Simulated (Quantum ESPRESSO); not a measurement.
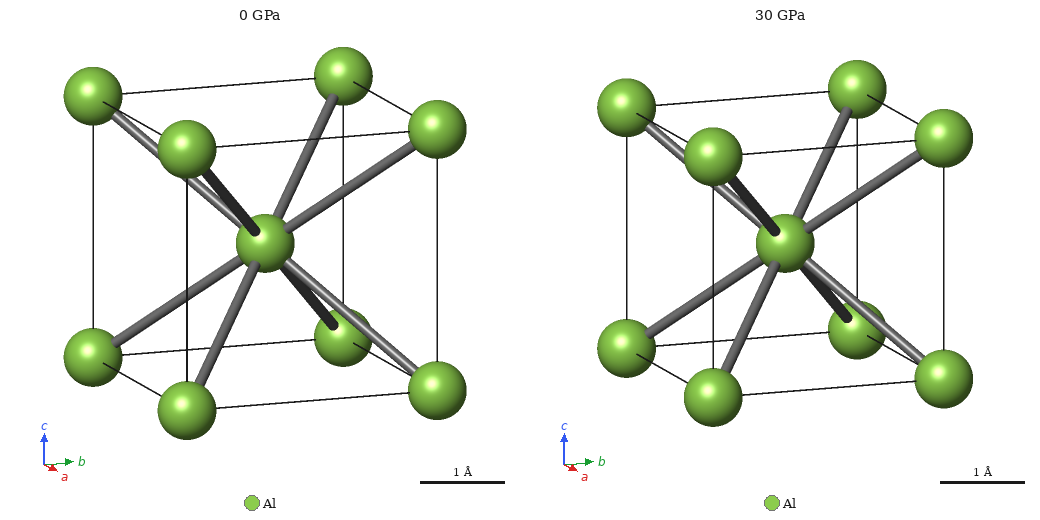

Al, body-centred cubic (W type), space group Im-3m (No. 229), relaxed (cell and atoms) under a series of hydrostatic pressures; the conventional cell is drawn at the lowest and the highest, to one scale (sticks follow a distance rule). The start was a structure listed in the Materials Project. This isn't the form of Al at room conditions, which is fcc.

Alike in all runs: Quantum ESPRESSO 7.5; functional PBEsol; potentials GBRV 1.5 PBEsol; cutoff 707 eV; k mesh 12 × 12 × 12 on the run's cell of 1 atom; occupations fermi-dirac, width 0.05 eV; no spin polarisation; no spin-orbit coupling.

| pressure (GPa) | volume (Å³/atom) | a (Å) |
| --- | --- | --- |
| 0.0 | 16.585 | 3.213 |
| 2.0 | 16.164 | 3.186 |
| 5.0 | 15.613 | 3.149 |
| 10.0 | ? | ? |
| 20.0 | 13.780 | 3.021 |
| 30.0 | 12.972 | 2.960 |

Q: What equation of state do the given rows imply, and what volume does it predict for the missing row?

A: The fit gives V0 = 16.58 Å³/atom, B0 = 74 GPa and B0′ = 4.1, which puts the volume at 10.0 GPa at 14.88 Å³/atom. The run gave volume 14.865 Å³/atom; a 3.098 Å.

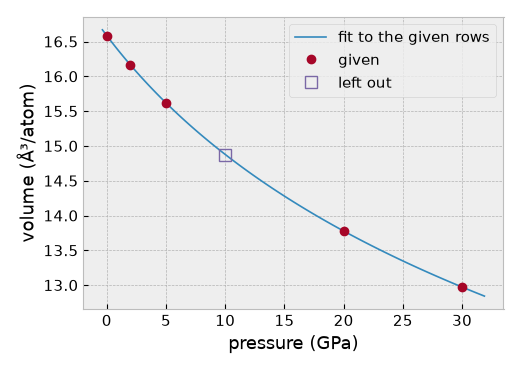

Volume against pressure, with the fit. The structure was kept in its own symmetry, so a change to another phase within this range wouldn't be seen.
